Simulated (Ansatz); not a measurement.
A series of calculations on Ta4C3

## 1. Relaxation

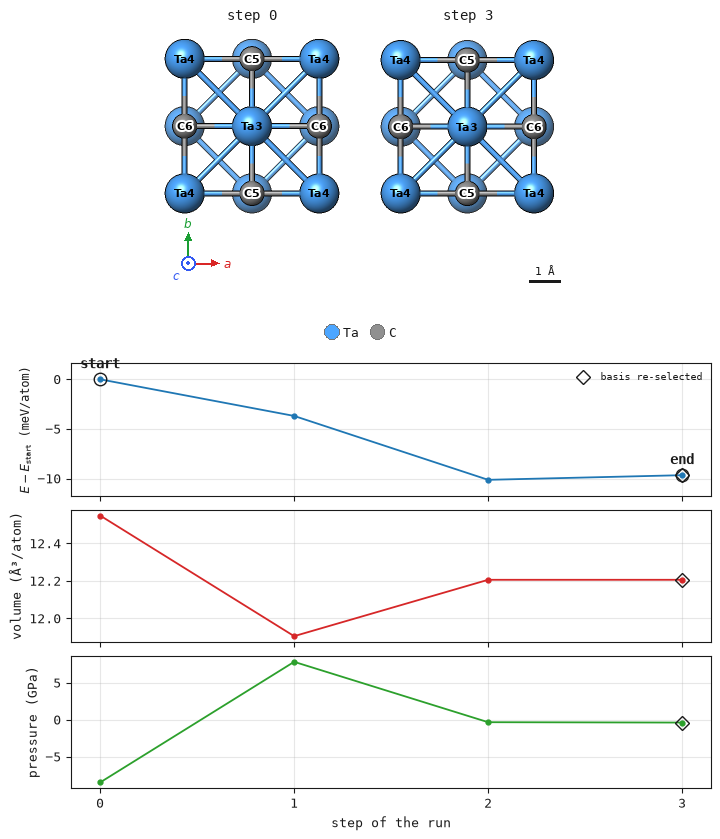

First and last geometry of a relaxation of solid Ta$_{4}$C$_{3}$ (set up in Pm-3m) (coarse preliminary run), with the history of the run. Style: ball-and-stick. Shown: the cell of the calculation, along the c axis.

Level of theory: DFT PBEsol, scalar-relativistic, plane waves, PAW (Ansatz).

The input:
```yaml
crystal:
  lattice:
    - [4.445281, 0.0, 0.0]
    - [0.0, 4.445281, 0.0]
    - [0.0, 0.0, 4.445281]
  atoms:
    - { symbol: Ta, position: [0.0, 0.5, 0.5] }
    - { symbol: Ta, position: [0.5, 0.0, 0.5] }
    - { symbol: Ta, position: [0.5, 0.5, 0.0] }
    - { symbol: Ta, position: [0.0, 0.0, 0.0] }
    - { symbol: C, position: [0.5, 0.0, 0.0] }
    - { symbol: C, position: [0.0, 0.5, 0.0] }
    - { symbol: C, position: [0.0, 0.0, 0.5] }
basis:
  ecutwfc: 420
kpoints:
  mp_grid: { grid: [4, 4, 4] }
hamiltonian:
  xc: pbesol
scf:
  occupations: { method: gaussian, width: 0.1 }
output:
  forces: true
  stress: true
  eigenvalues: true
relax:
  adjacent_minimum: "off"
  f_tol: 0.05
  max_steps: 80
  cell: { stress_tol: 0.5 }
```

Launched with:
```bash
ansatz run input.yaml --threads 2 --pin off --max-ram 5120MiB --backend cpu --events-out ev --progress --plain --runs-dir out
```

Q: What do the curves and the structures tell?

A: It converged. Over 2 accepted moves (3 points after the start) the energy falls by 9.7 meV per atom. All forces vanish by symmetry, so only the cell relaxes. Pressure: −8.48 GPa at the start and −0.38 GPa at the end. At 1 point the geometry stayed and the basis and grid were re-selected for the new cell (energy shift of 0.5 meV per atom at most each time). The atoms keep their places relative to the cell (all moves are under 0.005 Å). The volume changes by −2.7 %, with a = b = c 4.445 → 4.404 Å (−0.9 %). Some distances before and after: Ta1–Ta2 3.143 → 3.114 Å, Ta1–C6 2.223 → 2.202 Å. The space group stays Pm-3m (No. 221). Cost: 3.7 s on 2 threads of Intel(R) Xeon(R) Platinum 8488C (Sapphire Rapids), on a shared host, peak memory 0.43 GiB.

| step | E − E(0), meV/atom | pressure, GPa | volume, Å³/atom | note |
| --- | --- | --- | --- | --- |
| 0 | 0.00 | -8.48 | 12.549 |  |
| 1 | -3.69 | 7.84 | 11.906 |  |
| 2 | -10.13 | -0.33 | 12.206 |  |
| 3 | -9.66 | -0.38 | 12.206 | same geometry, new basis |

## 2. Scan

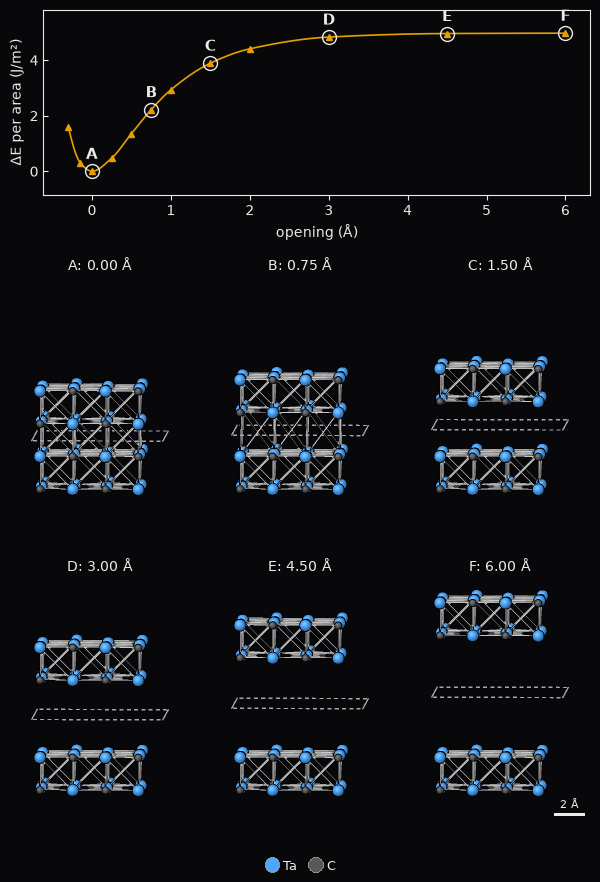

Solid Ta₄C₃ (Pm-3m): the crystal is pulled apart rigidly along the normal of the (1 0 0) plane of the conventional cell, at a cut between a plane of C/Ta below and one of C/Ta above, 2.20 Å apart. One cut stands in each cell, which starts 8.8 Å high; nothing is relaxed, and the dashed outline marks the cut. The lettered frames are marked on the plot. A ball-and-stick model of the layers on both sides of the cut, seen from the side, nearly along the cut plane.

All numbers below come from Ansatz 0.2.0, DFT PBEsol, scalar-relativistic, plane waves, PAW. (plane-wave cutoff 420 eV; k-point mesh 9 × 9 × 5; occupations gaussian; smearing width 0.15 eV; no spin polarisation). Energies (free energies at the smearing named) are counted from the relaxed crystal.

### Read off the main features of the energy profile.

At the widest opening, 6.00 Å, the energy has risen by 4.969 J/m², where the curve has levelled off: this is the ideal work of separation, the sum of the two unrelaxed surface energies of a slab 8.8 Å thick. The steepest rise lies between 0.25 Å and 0.50 Å, with a mean traction of about 35 GPa. Pressing the cut together by 0.30 Å costs 1.595 J/m².

## 3. Scan

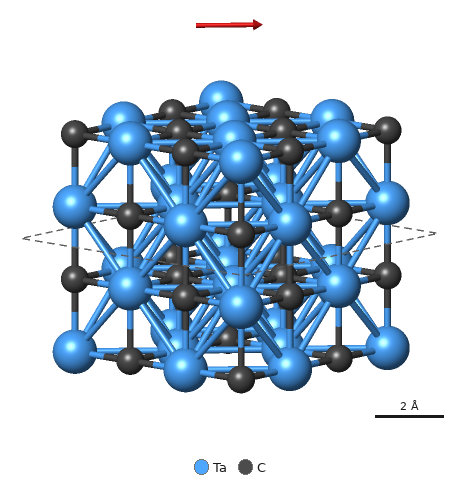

Crystalline Ta$_{4}$C$_{3}$ (Pm-3m): the crystal above a cut along the (1 0 0) plane of the conventional cell (between a plane of C/Ta below and one of C/Ta above, 2.20 Å apart) is slid rigidly by fractions of an in-plane lattice vector 6.23 Å long (a generalised stacking fault). One cut stands in each cell, which starts 8.8 Å high; nothing is relaxed, and the dashed outline marks the cut, the arrow on top the direction of slip. The picture shows the perfect crystal around the cut (dashed). Style: ball-and-stick. Shown: the layers on both sides of the cut, from the side, nearly along the cut plane.

Theory: DFT PBEsol, scalar-relativistic, plane waves, PAW in Ansatz. (plane-wave cutoff 420 eV; k-point mesh 9 × 9 × 5; occupations gaussian; smearing width 0.15 eV; no spin polarisation). Energies (free energies at the smearing named) are counted from the relaxed crystal.

```
CELL_PARAMETERS angstrom
0.00000 -4.40260 0.00000
0.00000 0.00000 -4.40260
8.80520 0.00000 0.00000
ATOMIC_POSITIONS crystal
Ta 0.50000 0.50000 0.00000
Ta 0.50000 0.50000 0.50000
Ta 0.00000 0.50000 0.25000
Ta 0.00000 0.50000 0.75000
Ta 0.50000 0.00000 0.25000
Ta 0.50000 0.00000 0.75000
Ta 0.00000 0.00000 0.50000
Ta 0.00000 0.00000 0.00000
C 0.00000 0.00000 0.25000
C 0.00000 0.00000 0.75000
C 0.50000 0.00000 0.00000
C 0.50000 0.00000 0.50000
C 0.00000 0.50000 0.00000
C 0.00000 0.50000 0.50000
```

Predict the energy profile (the slip: 0.000, 0.083, 0.167, 0.250, 0.333, 0.417, 0.500, 0.583, 0.667, 0.750, 0.833, 0.917, 1.000).

Answer.
| slip (fraction of the lattice vector) | γ (mJ/m²) |
| --- | --- |
| 0.000 | 0 |
| 0.083 | 772 |
| 0.167 | 2363 |
| 0.250 | 3189 |
| 0.333 | 2238 |
| 0.417 | 495 |
| 0.500 | −370 |
| 0.583 | 495 |
| 0.667 | 2238 |
| 0.750 | 3189 |
| 0.833 | 2363 |
| 0.917 | 772 |
| 1.000 | 0 |

Points that are alike by symmetry were computed once.

The curve starts and ends at zero, since a full lattice vector restores the crystal. Its highest computed point is 3189 mJ/m² at slip 0.25 and 0.75. The local minimum at 0.50 (−370 mJ/m²) is a metastable fault on this line; the lower of the two humps that part it from the perfect crystal is 3189 mJ/m² high. The path is symmetric about half-way. Relaxation across the fault would lower the values.

As a plot (hollow markers are points alike by symmetry):

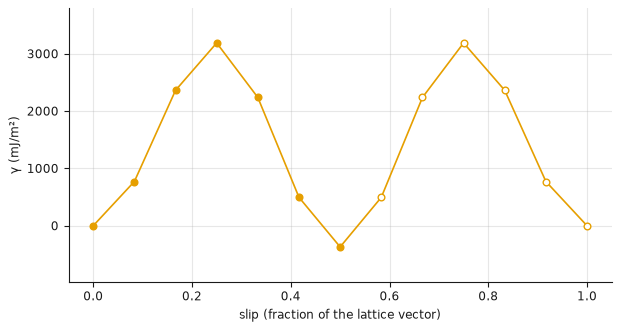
